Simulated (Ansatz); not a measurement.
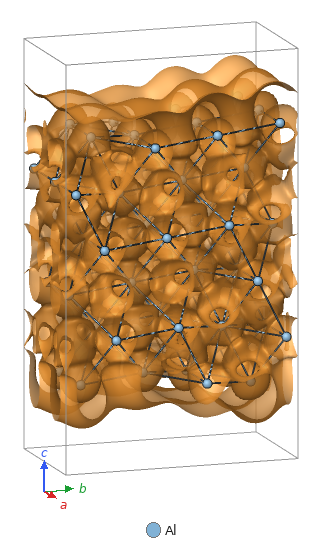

Al (slab). Isosurface of the ELF at 0.55 (orange), seen at an oblique angle. Only the valence region is drawn (cores and ρ < 0.01 e/Å³ removed). Sticks mark near contacts.

The calculation used DFT r2SCAN, scalar-relativistic, plane waves, PAW (Ansatz).

Core electrons are frozen (PAW), and the valence fields are smoothed inside the atomic spheres.

The calculation's input:

```
crystal:
  lattice:
    - [2.8221979689, 0.0, 0.0]
    - [0.0, 10.4728290076, 0.0]
    - [0.0, 0.0, 26.528170238]
  atoms:
    - { symbol: Al, position: [0.5, 0.8407730519, 0.2827183305] }
    - { symbol: Al, position: [0.5, 0.1089276623, 0.2962984348] }
    - { symbol: Al, position: [0.0, 0.6089276623, 0.2962984348] }
    - { symbol: Al, position: [0.5, 0.3770822727, 0.3098785392] }
    - { symbol: Al, position: [0.0, 0.9497007143, 0.3641989565] }
    - { symbol: Al, position: [0.0, 0.2178553247, 0.3777790609] }
    - { symbol: Al, position: [0.5, 0.7178553247, 0.3777790609] }
    - { symbol: Al, position: [0.0, 0.4860099351, 0.3913591652] }
    - { symbol: Al, position: [0.5, 0.0586283766, 0.4456795826] }
    - { symbol: Al, position: [0.5, 0.326782987, 0.459259687] }
    - { symbol: Al, position: [0.0, 0.826782987, 0.459259687] }
    - { symbol: Al, position: [0.5, 0.5949375974, 0.4728397913] }
    - { symbol: Al, position: [0.0, 0.167556039, 0.5271602087] }
    - { symbol: Al, position: [0.0, 0.4357106494, 0.540740313] }
    - { symbol: Al, position: [0.5, 0.9357106494, 0.540740313] }
    - { symbol: Al, position: [0.0, 0.7038652597, 0.5543204174] }
    - { symbol: Al, position: [0.5, 0.2764837013, 0.6086408348] }
    - { symbol: Al, position: [0.5, 0.5446383117, 0.6222209391] }
    - { symbol: Al, position: [0.0, 0.0446383117, 0.6222209391] }
    - { symbol: Al, position: [0.5, 0.8127929221, 0.6358010435] }
    - { symbol: Al, position: [0.0, 0.3854113636, 0.6901214608] }
    - { symbol: Al, position: [0.0, 0.653565974, 0.7037015652] }
    - { symbol: Al, position: [0.5, 0.153565974, 0.7037015652] }
    - { symbol: Al, position: [0.0, 0.9217205844, 0.7172816695] }
basis:
  ecutwfc: 500
kpoints:
  mp_grid: { grid: [12, 4, 1] }
hamiltonian:
  xc: r2scan
scf:
  occupations: { method: gaussian, width: 0.1 }
output:
  forces: true
  stress: true
  eigenvalues: true
  write_density: true
  write_potential: true
  elf: true
  volumetric_format: npy
efield:
  axis: 3
  dipole_correction: true
  ramp_width: 0.04
```

Launched as:

```sh
ansatz run input.yaml --threads 2 --pin off --max-ram 5120MiB --backend cpu --events-out ev --progress --plain --runs-dir out
```

Question: Describe the localisation domains.

Answer: The ELF exceeds this value in sheets that run through the cell in two directions, counted in one cell of 24 atoms. Counts are for one cell; the picture repeats the cell along the surface. There are no localised bonds or lone pairs at this value. Along the contacts the grid gives the following. Al–Al (2.82 Å): the ELF peaks at about 0.65 between the atoms.
